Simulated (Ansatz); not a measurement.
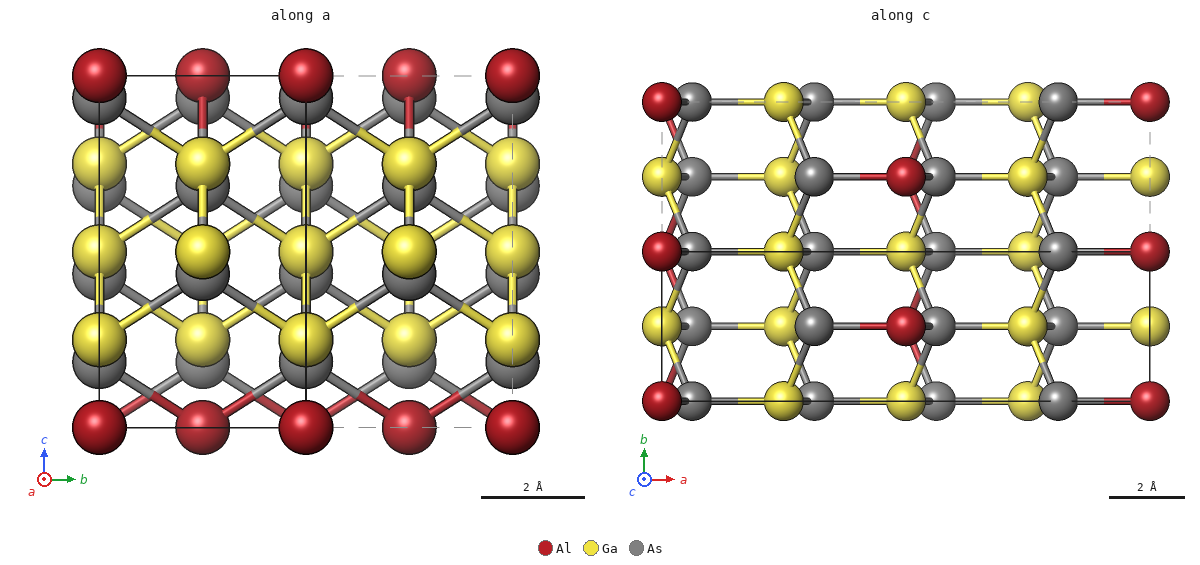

An orthographic ball-and-stick view of the structure, along the a axis and along the c axis. A block of 1×2×1 cells is shown, with one conventional unit cell in solid outline.

AlGa₃As₄, space group Cm (No. 8), a = 13.30 Å, b = 4.01 Å, c = 6.94 Å, α = 90.00°, β = 100.07°, γ = 90.00°.

Theory: DFT, PBE with spin-orbit coupling, plane waves, PAW in Ansatz. Numerical settings: wavefunction cutoff 420 eV, k-points about 0.27 Å⁻¹ apart, Fermi-Dirac smearing of 0.02 eV, no moments seeded, so the run stays non-magnetic, spinor wavefunctions.

What does the calculation say: metal or gapped?

Answer. A semiconductor at this level, with a gap of 0.63 eV, direct.

Which way would the volume go on relaxing?

Answer. The computed pressure is 2.5 GPa (compressed: it would expand).

Its origin is a structure type filled with these elements by a generator (whether the compound takes this form wasn't checked). Earlier steps of the study, as a rule a relaxation of our own, may have changed the cell and positions, so they can lie some per cent off the listed ones. It was run through Ansatz as a DFT input.
